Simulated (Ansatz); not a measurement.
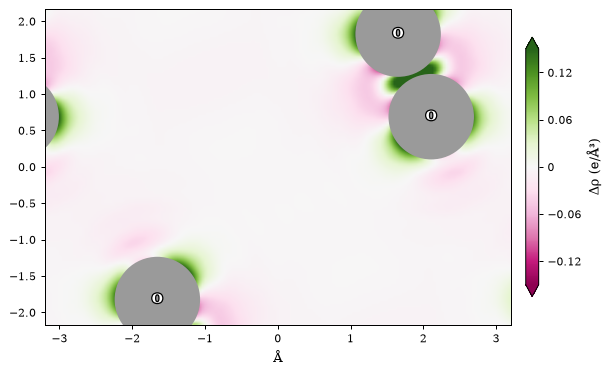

The picture shows: O. Bonding charge density, ρ(crystal) − Σ ρ(neutral atoms): a map on the (010) plane of the conventional cell, with grey discs over the atomic cores. Cores are masked to 0.6 Å (O).

Space group C2/m; not relaxed (largest force 0.4 eV/Å); spin-polarised. Net moment 2.0 μB in the 2-atom cell of the calculation; other magnetic orders weren't tried. The cell comes from a database of computed structures, not from a measurement.

Theory: DFT PBE, scalar-relativistic, plane waves, PAW in Ansatz 0.2.0.

Core electrons are frozen (PAW), so the fields are smoothed inside the atomic spheres.

Input file:

```
crystal:
  lattice:
    - [-2.8514028533, -1.66241594, 0.0]
    - [2.8514028533, -1.66241594, 0.0]
    - [0.4569114499, 1.66241594, 3.6470501824]
  atoms:
    - { symbol: O, position: [0.13012019, 0.02545383, 0.15557402], spin: 1.0 }
    - { symbol: O, position: [0.86987981, 0.97454617, 0.84442598], spin: 1.0 }
magnetization:
  spin_polarized: true
basis:
  ecutwfc: 420
  fft_grid_basis: typed
kpoints:
  mp_grid: { grid: [12, 12, 12] }
hamiltonian:
  xc: pbe
scf:
  occupations: { method: gaussian, width: 0.05 }
output:
  forces: true
  stress: true
  eigenvalues: true
  bader: true
  write_density: true
  volumetric_format: npy
  populations: true
  elf: true
```

Command:

```sh
ansatz run input.yaml --threads 2 --pin off --max-ram 4096MiB --backend cpu --events-out ev --progress --plain --runs-dir out
```

The picture shows the conventional cell (a = 5.70 Å, b = 3.32 Å, c = 4.36 Å, α = 90.00°, β = 123.29°, γ = 90.00°).

**Where does charge go when the atoms form this crystal?**

O–O (1.22 Å): Δρ is +0.33 e/Å³ at the midpoint (inside or at the edge of a masked core, so read it with care). Over the whole cell, outside the masked cores, the largest gain lies in the shortest O–O contact, between the masked cores, and the largest loss lies at the edge of the masked core of O. The rearranged charge, half the integral of |Δρ|, is about 0.15 e an atom.

**Metal or insulator at this level?**

It is gapped, with a Kohn–Sham gap of 1.3 eV on the k-point mesh.
